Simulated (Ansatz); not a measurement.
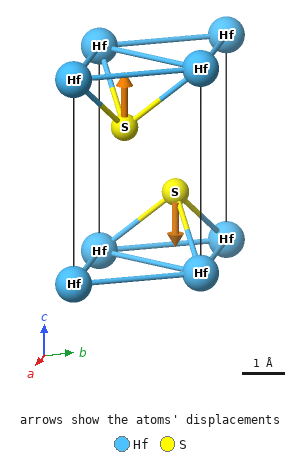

One vibrational mode of crystalline HfS2 relaxed at 35 GPa at the zone centre. The orange arrows are the displacements of the atoms (eigenvector over the root of the mass), of arbitrary overall length and sign. A ball-and-stick model of the cell of the calculation, seen slightly off an axis.

These are results of DFT PBEsol, scalar-relativistic, plane waves, PAW (Ansatz 0.2.0), not measurements. Set-up: plane-wave cutoff 420 eV; k-point mesh 18 × 18 × 8; occupations fermi dirac; smearing width 0.15 eV; target pressure 35 GPa; no spin polarisation.

The frequencies depend somewhat on the k-mesh and the smearing.

What mode is this, and where does it lie in the spectrum?

This is the A₁g mode at 449 cm⁻¹, the highest optical level, Raman-active by symmetry. The Hf atoms stay at rest; all motion is along c; atoms of one kind move against one another, with no net shift of their sublattice.
